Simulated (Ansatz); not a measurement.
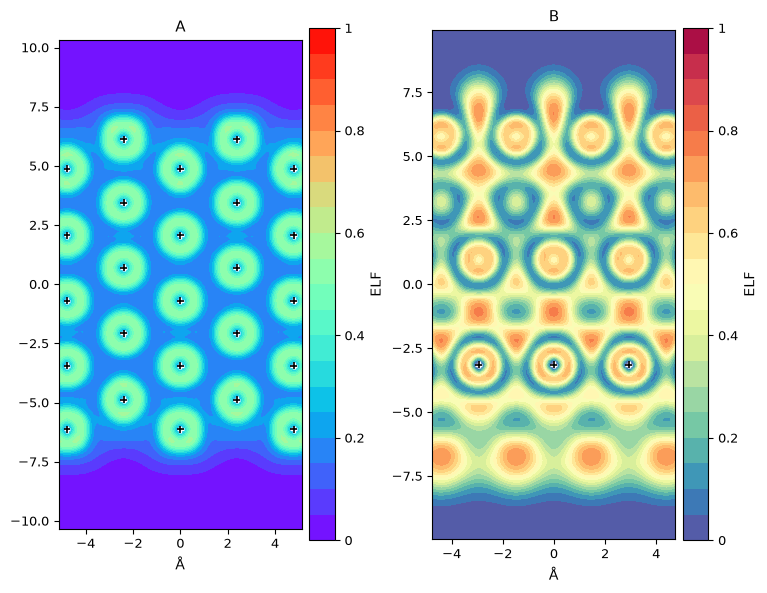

The ELF of 2 systems, each on a plane through atoms (crosses mark nuclei in the plane).

These are results of DFT r2SCAN, scalar-relativistic, plane waves, PAW (Ansatz), not measurements.

System 1: Pd (slab), the (11̄0) plane of the calculation cell, a cut from vacuum to vacuum. 

```
Pd
1.0
     2.76299    0.00000    0.00000
     0.00000    3.90746    0.00000
     0.00000    0.00000   27.43345
Pd
10
Direct
  0.50000 0.50000 0.27678
  0.00000 0.00000 0.32240
  0.50000 0.50000 0.37459
  0.00000 0.00000 0.42477
  0.50000 0.50000 0.47469
  0.00000 0.00000 0.52531
  0.50000 0.50000 0.57523
  0.00000 0.00000 0.62541
  0.50000 0.50000 0.67760
  0.00000 0.00000 0.72322
```

System 2: Ti (slab), the (010) plane of the calculation cell, a cut from vacuum to vacuum. Not relaxed (largest force 0.5 eV/Å); computed without spin polarisation.

Q: Which map belongs to which system?

A: Panel A is system 1, Pd: the plane holds Pd. Pd–Pd (2.68 Å): the ELF is about 0.20 at the midpoint: no localised pair shows between them. Panel B is system 2, Ti: the plane holds Ti. Ti–Ti (2.94 Å): the ELF is about 0.25 at the midpoint (no shared electron pair shows on this line).
